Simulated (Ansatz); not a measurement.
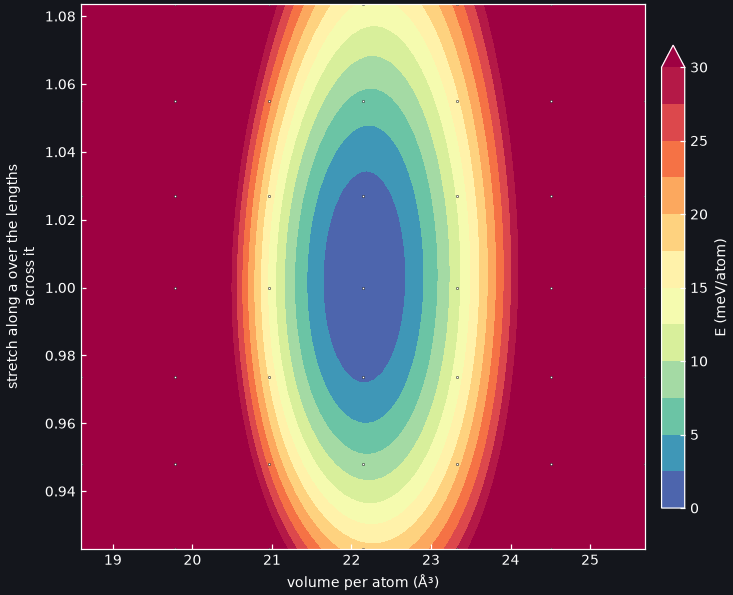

GaSb (Immm, No. 71; 2 atoms in the cell). The energy is mapped over volume and the cell's shape. Coordinates scanned: (1) volume per atom; (2) stretch along a over the lengths across it, relative to the relaxed cell. Nothing is relaxed (symmetry fixes all fractional coordinates). Grid: 7 × 7 points. Points are written as (first, second). Energies are in meV/atom, from the lowest grid point. All numbers below come from DFT LDA, scalar-relativistic, plane waves, PAW in Ansatz 0.2.0. Settings: cutoff 420 eV, k-mesh 18×18×18, gaussian smearing 0.15 eV, no spin polarisation.

In the figure: filled contours, dots at the grid points, one colour for all values above the top of the scale. Between grid points the surface is interpolated.

### Estimate the position of the minimum and the force constants in these coordinates.

The interpolated minimum is at volume per atom ≈ 22.14 Å³, the second coordinate ≈ 1.003. The curvatures there are about 0.037 eV/(Å³)² and 9.9 eV, with a cross term of about −0.01 eV/Å³ (per cell of 2 atoms). Round the minimum the two coordinates are nearly uncoupled.

PAW datasets: the set soft_1.
